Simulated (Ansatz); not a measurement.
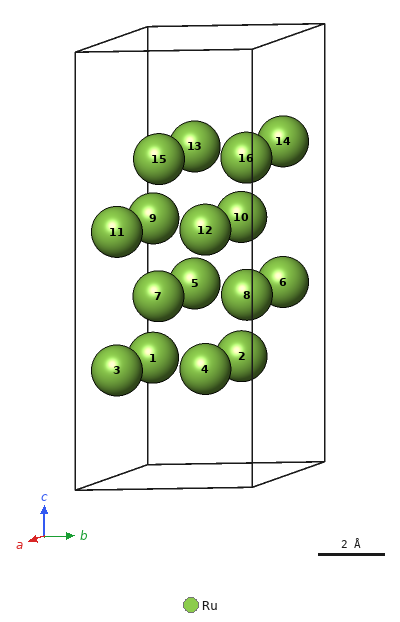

The structure as given in the input (spheres-only view of the cell of the calculation, with the vacuum cut short, seen slightly off an axis; atoms are numbered from 1 in the order of the input). An atom can appear more than once, as a periodic image.

## Single-point calculation, with input and output: Ru (part 1 of 2)

The run: single-point calculation of Ru (slab, 16 atoms in the cell). Method and program: DFT PBE+D3(BJ), scalar-relativistic, plane waves, PAW, no spin polarisation (Ansatz 0.2.0).

The structure derives from an entry of the Crystallography Open Database. It belongs to a series of runs on one base structure; here: the slab at its places in the relaxed adsorbed structure. Figures and captions count atoms from 1; the log counts them from 0 in places.

Input:
```yaml
crystal:
  lattice:
    - [5.3951895485, 0.0, 0.0]
    - [-2.6975947742, 4.6723712072, 0.0]
    - [0.0, 0.0, 25.1494269945]
  atoms:
    - { symbol: Ru, position: [0.3333333333, 0.1666666667, 0.3180986987] }
    - { symbol: Ru, position: [0.3333333333, 0.6666666667, 0.3180986987] }
    - { symbol: Ru, position: [0.8333333333, 0.1666666667, 0.3180986987] }
    - { symbol: Ru, position: [0.8333333333, 0.6666666667, 0.3180986987] }
    - { symbol: Ru, position: [0.1666666667, 0.3333333333, 0.4029081458] }
    - { symbol: Ru, position: [0.1666666667, 0.8333333333, 0.4029081458] }
    - { symbol: Ru, position: [0.6666666667, 0.3333333333, 0.4029081458] }
    - { symbol: Ru, position: [0.6666666667, 0.8333333333, 0.4029081458] }
    - { symbol: Ru, position: [0.3343688963, 0.168758439, 0.4881666409] }
    - { symbol: Ru, position: [0.334361455, 0.6656253084, 0.4881683885] }
    - { symbol: Ru, position: [0.8333259052, 0.1666625885, 0.4872701688] }
    - { symbol: Ru, position: [0.831212098, 0.6656063214, 0.4881629624] }
    - { symbol: Ru, position: [0.1707379338, 0.3353970966, 0.5702777132] }
    - { symbol: Ru, position: [0.1666324877, 0.8333354893, 0.5745922111] }
    - { symbol: Ru, position: [0.6645642265, 0.3353962355, 0.5702803866] }
    - { symbol: Ru, position: [0.6645603437, 0.8292123462, 0.5702769079] }
basis:
  ecutwfc: 420
kpoints:
  mp_grid: { grid: [4, 4, 1] }
hamiltonian:
  xc: pbe
  dispersion: d3bj
scf:
  occupations: { method: gaussian, width: 0.1 }
output:
  forces: true
  eigenvalues: true
  write_density: true
  volumetric_format: npy
efield:
  axis: 3
  dipole_correction: true
  ramp_width: 0.04
```

Machine: 8 threads of Arm Neoverse V2, 24 GiB of memory available, shared host.

Command:
```bash
ansatz run input.yaml --threads 8 --pin off --max-ram 20480MiB --backend cpu --events-out ev --progress --plain --runs-dir out
```

The program's output:
```
Warning: at least one further symmetry operation maps every atom of the structure, as the run holds it, onto an atom to within 4.22e-5 (fractional), and is not used: no operation is sought that the atoms, as the run holds them, miss by more than 2.00e-5, twice crystal.symmetry.tolerance (1.0e-5). The run uses 1 unitary operations. The run imposes no operation that its atoms and lattice do not hold. Figures that only the operations left out would make equal are not made equal, and some can differ by far more than the structure misses those operations by: interpolated phonon frequencies and what the tetrahedron methods give by atom among them (crystal.symmetry.tolerance lists what is known). If the more symmetric structure is meant (of a frozen-density pass: in the run whose state it reads), write the positions to more decimals or symmetrise them. If the atoms are displaced on purpose, the operation is rightly left out
Engine: ansatz 0.2.0, aarch64-unknown-linux-gnu
Pseudopotentials: kind: paw
Pseudopotential: Ru, paw, valence charge 16, recommended cutoff 420 eV (normal), Ru.paw.azcp
Functional definition: PBE
  parameter kappa = 0.804
  parameter beta = 0.06672455060314922
  exchange = pbe_x(kappa = kappa, mu = beta*pi^2/3)
  correlation = pbe_c(beta = beta)
Crystal: 16 atoms, lattice volume = 633.975 Å³
Basis set: ecut = 420 eV, 12271 PW (Γ), exchange–correlation on 80×80×360 points (8 copies of the dense FFT grid, shifted against one another)
Bands: 154, of which v1, the nominal top of the filled ones, is band 128 counted from 1 (127 counted from 0)
Symmetry: 1 space group operations
Space group: P1 (ITA 1), of the structure as read, at distance tolerance 8.6e-5 Å
k-points: 10 of 16 (time reversal used)
Non-local potential: Ru, projectors of the file, l = 0: 3, l = 1: 2, l = 2: 2, l = 3: 1
PAW form: soft (Blöchl's): semilocal exchange-correlation on the pseudo side does not see the compensation charge
PAW one-centre angular grid: Ru, 590 points (default); XC on 64 Gauss nodes
Initial density: superposition of atomic densities (neutral atoms: chi_scale 0, normalization atom), corrected by the library's trained network
Initial wavefunctions: pseudopotential atomic-orbital guess
Functional: x = pbe(κ = 0.804, μ = 0.2195149727645171), c = pbe(β = 0.06672455060314922)
SCF iter   1: F=—  HF=-94057.996434 eV  |F-HF|=—  |Δ(HF+E_count)|=         —  Δρ=1.02e-2  dr2=2.46e0  ethr=1.77e-3  p=0.011 e·Å  D=3.24e-3 V/Å  ΔV_dip=-0.08 eV  dr2_dipole=7.85e-3  V_vac-E_F(+/−)=4.64/4.72 eV  ⟨swp⟩=7.9  Hψ=6345  notcnv=0
efield: sawtooth ramp at fractional position 0.9263 (placed from the atoms, in the widest stretch of the axis that holds none; the zero of the levels goes with the place), width 0.0400; the density the first Hamiltonian is built on has a dipole p = 0.011 e·Å; the dipole correction subtracts the counter field D = 3.24e-3 V/Å, which shifts the + side's vacuum level by -0.08 eV against the − side's; the planar-averaged density in the ramp window peaks in size at 3.0e-6 e/Å³
preconditioner: auto → LDOS  [metal: Δε(μ)=0.042 eV  Ē_g=4.360 eV  σ=0.100 eV  W_gap=0.23  n_scr=126 (ndim 8)  ℏωp=16.7 eV  f_vac=0.600  D(μ)=27.27/eV (n_scr^D=244)  β→1.0]
SCF iter   2: F=—  HF=-94057.972426 eV  |F-HF|=—  |Δ(HF+E_count)|=   2.40e-2  Δρ=6.16e-3  dr2=2.11e-1  ethr=9.61e-4  p=0.007 e·Å  D=2.08e-3 V/Å  ΔV_dip=-0.05 eV  dr2_dipole=1.33e-6  V_vac-E_F(+/−)=4.82/4.87 eV  ⟨swp⟩=2.0  Hψ=1816  notcnv=0  defer=50
SCF iter   3: F=—  HF=-94057.939293 eV  |F-HF|=—  |Δ(HF+E_count)|=   3.31e-2  Δρ=2.61e-3  dr2=9.55e-2  ethr=8.23e-5  p=0.007 e·Å  D=2.04e-3 V/Å  ΔV_dip=-0.05 eV  dr2_dipole=1.65e-4  V_vac-E_F(+/−)=4.90/4.95 eV  ⟨swp⟩=2.8  Hψ=2152  notcnv=0  defer=50
SCF iter   4: F=—  HF=-94057.934199 eV  |F-HF|=—  |Δ(HF+E_count)|=   5.09e-3  Δρ=8.38e-4  dr2=1.58e-2  ethr=3.73e-5  p=0.006 e·Å  D=1.79e-3 V/Å  ΔV_dip=-0.05 eV  dr2_dipole=6.89e-7  V_vac-E_F(+/−)=4.93/4.98 eV  ⟨swp⟩=1.8  Hψ=1624  notcnv=0  defer=50
SCF iter   5: F=—  HF=-94057.933551 eV  |F-HF|=—  |Δ(HF+E_count)|=   6.47e-4  Δρ=1.11e-4  dr2=3.15e-4  ethr=6.16e-6  p=0.006 e·Å  D=1.58e-3 V/Å  ΔV_dip=-0.04 eV  dr2_dipole=8.45e-6  V_vac-E_F(+/−)=4.96/5.00 eV  ⟨swp⟩=2.0  Hψ=1791  notcnv=0  defer=50
SCF iter   6: F=—  HF=-94057.933573 eV  |F-HF|=—  |Δ(HF+E_count)|=   2.16e-5  Δρ=5.16e-5  dr2=4.14e-5  ethr=1.23e-7  p=0.005 e·Å  D=1.46e-3 V/Å  ΔV_dip=-0.04 eV  dr2_dipole=6.44e-7  V_vac-E_F(+/−)=4.98/5.02 eV  ⟨swp⟩=3.0  Hψ=2772  notcnv=0  defer=50
SCF iter   7: F=—  HF=-94057.934229 eV  |F-HF|=—  |Δ(HF+E_count)|=   6.56e-4  Δρ=2.06e-5  dr2=4.58e-6  ethr=1.62e-8  p=0.005 e·Å  D=1.39e-3 V/Å  ΔV_dip=-0.03 eV  dr2_dipole=3.53e-8  V_vac-E_F(+/−)=4.99/5.02 eV  ⟨swp⟩=2.4  Hψ=2404  notcnv=0  defer=29
SCF iter   8: F=—  HF=-94057.934229 eV  |F-HF|=—  |Δ(HF+E_count)|=   6.37e-7  Δρ=8.33e-6  dr2=8.56e-7  ethr=1.79e-9  p=0.005 e·Å  D=1.38e-3 V/Å  ΔV_dip=-0.03 eV  dr2_dipole=4.49e-9  V_vac-E_F(+/−)=4.99/5.02 eV  ⟨swp⟩=2.9  Hψ=2783  notcnv=0  defer=29
SCF iter   9: F=-94057.934230 eV  HF=-94057.934230 eV  |F-HF|=3.14e-8  |Δ(HF+E_count)|=   1.42e-7  Δρ=3.31e-6  dr2=8.25e-8  ethr=3.91e-11  p=0.005 e·Å  D=1.37e-3 V/Å  ΔV_dip=-0.03 eV  dr2_dipole=4.22e-9  V_vac-E_F(+/−)=4.99/5.02 eV  ⟨swp⟩=10.5  Hψ=8074  notcnv=0
SCF 1 converged in 9 iterations: F = -94057.934230 eV  dr2 = 8.25e-8
  greatest PAW one-centre occupation: 0.998 electrons in one spin orbital (limit 2), on the Ru atom at site 13 (counted from 0), in its partial waves of l = 0
SCF converged after 9 iterations
Free energy (F): -94057.934230 eV
Harris-Foulkes:  -94057.934230 eV  (|F-HF|=3.14e-8)
Internal energy: -94057.781082 eV  (E = F + TS)
E sigma→0 (E₀):  -94057.857656 eV
Entropy (-TS):   -0.153147 eV (-9.572 meV/atom)
Fermi energy:    4.834837 eV
Dipole field:    D = 0.001420 V/Å  (p = 0.004973 e·Å, saw-weighted, corrected)
Work function:   Φ+ = 4.9892 eV   Φ− = 5.0249 eV
Levels:          The Fermi level and band energies are counted from a zero that moves with the ramp; work functions are not
--- Per-component energies (eV) ---
  E_band       = -5594.377016
  E_kinetic    = 8218.289976
  E_local      = -461098.530954  (includes V_loc(G=0)·N_el)
  E_nonlocal   = 5497.890978
  E_hartree    = 224576.292883
  E_xc         = -3037.923807
  E_vxc        = -3812.458613  (∫ρ·V_xc dr)
  E_paw        = -55375.033947  (= ΣΔE_a)
  E_vpaw       = -3552.175733  (= ΣTr[D̂ρ^β])
  E_aug_tail   = -0.003098  (compensation charges beyond the density's cutoff)
  E_efield     = 0.000004  (sawtooth field / dipole correction)
  E_vefield    = 0.011605  (∫n·V_field dr)
  E_ewald      = 187168.600065
  E_disp       = -7.363182  (pairwise vdW)
  E_smearing   = -0.153147  (= −TS)
  E_closure    = -0.000000  (closes the sum)
  Σ components = -94057.934230   (vs F -94057.934230, Δ=0.00e0)
--- Forces (eV/Å), atoms counted from 1 ---
  atom   1  Ru    -0.00004390    -0.06283447     0.58679235
  atom   2  Ru    -0.05437484     0.03137236     0.58692598
  atom   3  Ru     0.00012020    -0.00000517     0.66437718
  atom   4  Ru     0.05443277     0.03145622     0.58670523
  atom   5  Ru     0.06624748     0.03846104    -0.68768425
  atom   6  Ru    -0.00021430     0.00001839    -0.48641296
  atom   7  Ru    -0.06669220     0.03804435    -0.68770492
  atom   8  Ru    -0.00054642    -0.07675998    -0.68777596
  atom   9  Ru    -0.00048343    -0.39554798     0.21845236
  atom  10  Ru    -0.34261653     0.19748113     0.21755562
  atom  11  Ru    -0.00118690     0.00027579     0.40723352
  atom  12  Ru     0.34282807     0.19838844     0.21966469
  atom  13  Ru    -0.11893216    -0.06925627     0.06981878
  atom  14  Ru     0.00029047    -0.00008495    -1.14704899
  atom  15  Ru     0.12044485    -0.06927798     0.06906230
  atom  16  Ru     0.00072707     0.13826727     0.07001180
  max |Σ_I F_I| component: 2.73e-5 eV/Å
--- Band table (eV; the first three rows and the last of 10) ---
```
